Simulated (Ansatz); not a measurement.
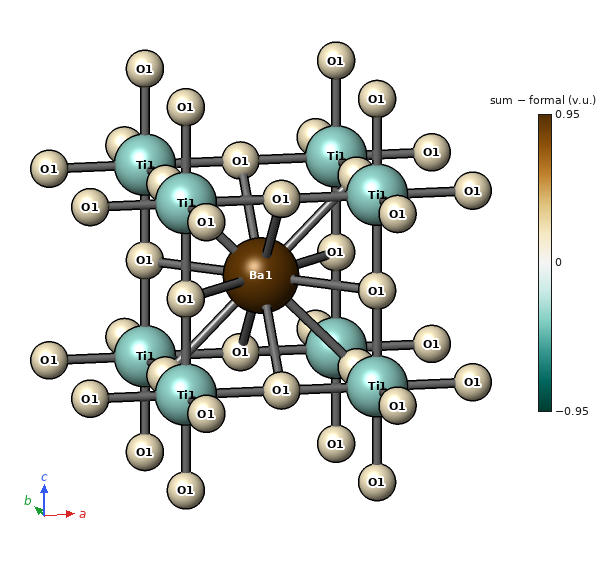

Atoms of BaTiO₃ in space group Pm-3m coloured by their computed bond-valence sum less the size of their formal valence (view slightly off an axis).

Bond valence s = exp((R0 − d)/b), R0 fitted to published crystal structures with b = 0.37 Å, summed over all anions within 5 Å; R0 in Å: Ba2+–O 2.279; Ti4+–O 1.801.

Source of the atomic positions: coordinates from a relaxation with Ansatz, DFT PBEsol, scalar-relativistic, plane waves, PAW.

```
CELL_PARAMETERS angstrom
3.96987 0.00000 0.00000
0.00000 3.96987 0.00000
0.00000 0.00000 3.96987
ATOMIC_POSITIONS crystal
Ba 0.50000 0.50000 0.50000
Ti 0.00000 0.00000 0.00000
O 0.50000 0.00000 0.00000
O 0.00000 0.50000 0.00000
O 0.00000 0.00000 0.50000
```

Site labels: Ba1 at 0.500, 0.500, 0.500; Ti1 at 0.000, 0.000, 0.000; O1 at 0.500, 0.000, 0.000.

Question: Which site departs most from its formal valence?

Answer: Ba1, whose sum is 2.90 against 2: by this sum it is overbonded.

Question: Give the sums of all sites.

Answer:
```json
{"site": "Ba1", "x, y, z": "0.500, 0.500, 0.500", "formal valence": "+2", "bond-valence sum": "2.90", "difference": "0.90"}
{"site": "Ti1", "x, y, z": "0.000, 0.000, 0.000", "formal valence": "+4", "bond-valence sum": "3.67", "difference": "-0.33"}
{"site": "O1", "x, y, z": "0.500, 0.000, 0.000", "formal valence": "−2", "bond-valence sum": "2.19", "difference": "0.19"}
```

Question: Is the structure strained by this measure?

Answer: The global instability index (root mean square of the differences over all atoms) is 0.45 v.u.: above 0.2, which by the usual rule of thumb marks a strained structure.
